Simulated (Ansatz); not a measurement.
Start from this file.

```
Mg O
1.0
     4.83399    0.00000    0.00000
     0.00000    4.83399    0.00000
     0.00000    0.00000    4.83399
Mg O
4 8
Direct
  0.00000 0.50000 0.50000
  0.50000 0.50000 0.00000
  0.50000 0.00000 0.50000
  0.00000 0.00000 0.00000
  0.41116 0.08884 0.91116
  0.08884 0.91116 0.41116
  0.91116 0.41116 0.08884
  0.58884 0.58884 0.58884
  0.41116 0.41116 0.41116
  0.08884 0.58884 0.91116
  0.91116 0.08884 0.58884
  0.58884 0.91116 0.08884
```

**Give a crystallographic description of this input.**

The structure is one of MgO2. The symmetry is that of Pa-3 (No. 205), on a primitive cubic lattice. The prototype is pyrite. Cell content 4 Mg, 8 O; Z = 4. By contacts within bonding range, the coordination numbers are Mg 6 and O 4.

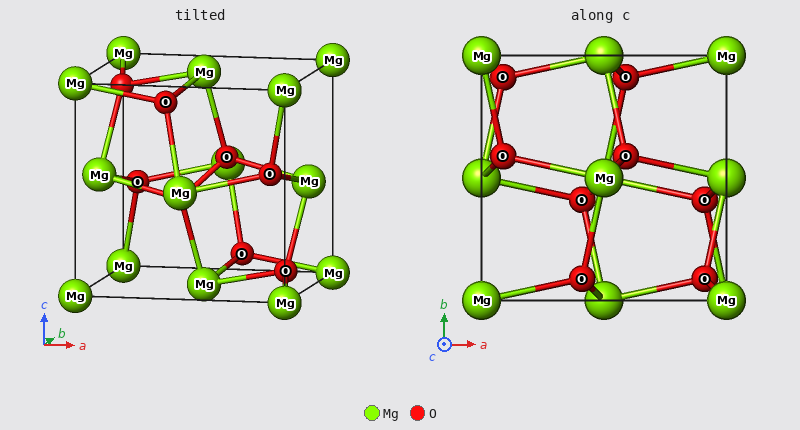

An orthographic ball-and-stick view of the structure, slightly off an axis and along the c axis. The edges of the conventional unit cell are marked. Colours: magnesium green, oxygen red.

The structure was taken from a structure listed in the Materials Project. Earlier steps of the study may have refined or changed the cell and positions. It was run through Ansatz as a DFT input.
